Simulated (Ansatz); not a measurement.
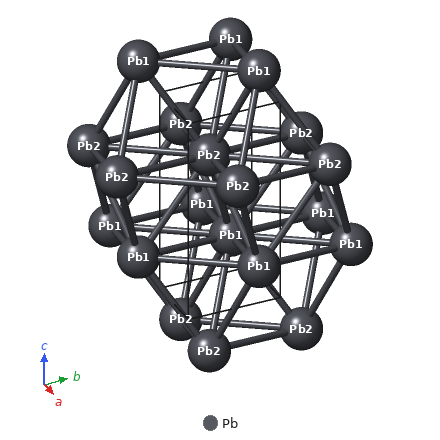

The system is Pb (P6_3/mmc, No. 194; 2 atoms in the cell); the picture shows the reference structure. The cell is strained homogeneously, by one strain along x and y and another along z, with fractional coordinates fixed (x along [1 0 0], z along [0 0 1] of the conventional cell). Coordinates scanned: (1) strain along x and y; (2) strain along z. The scan uses a 5 × 5 grid. Points are written as (first, second). Energies are in meV/atom, from the lowest grid point. The reference cell is the one listed in the database, not relaxed at this level. The calculation used Ansatz 0.2.0, DFT PBEsol, scalar-relativistic, plane waves, PAW. Settings: cutoff 420 eV, k-mesh 18×18×10 in the order of the run's cell vectors, gaussian smearing 0.15 eV, no spin polarisation.

Its coordinates:

```
CELL_PARAMETERS angstrom
3.48000 0.00000 0.00000
-1.74000 3.01377 0.00000
0.00000 0.00000 5.59000
ATOMIC_POSITIONS crystal
Pb 0.33333 0.66667 0.25000
Pb 0.66667 0.33333 0.75000
```

Range: strain along x and y from −8 to 8 %; strain along z from −8 to 8 %.

**What will the energy surface look like?**

The lowest grid point is at (0 %, 4 %). No other kind of well shows on this grid. The highest grid point, (−8 %, −8 %), lies 419 meV/atom above the lowest.

```tsv
strain along z ↓, strain along x and y →	−8	−4	0	4	8
8	129	26	17	71	164
4	150	25	0	41	122
0	196	47	4	27	91
−4	282	104	33	30	74
−8	419	197	91	59	75
```

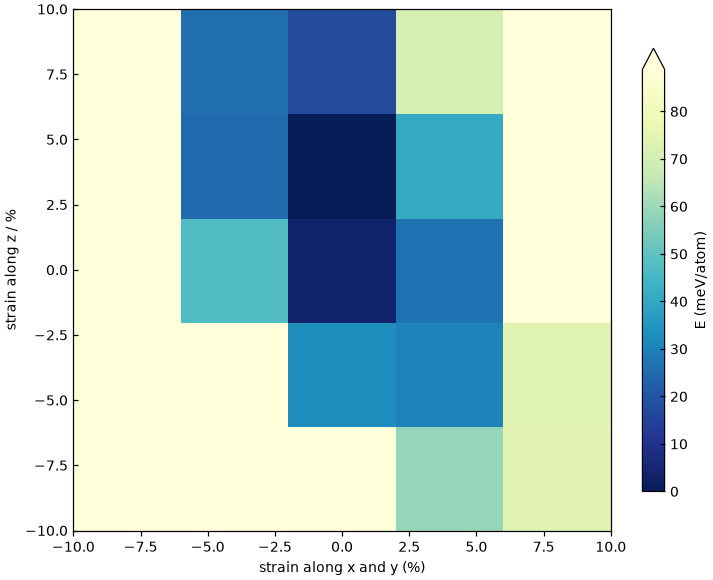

In the figure: one coloured cell a grid point, one colour for all values above the top of the scale.
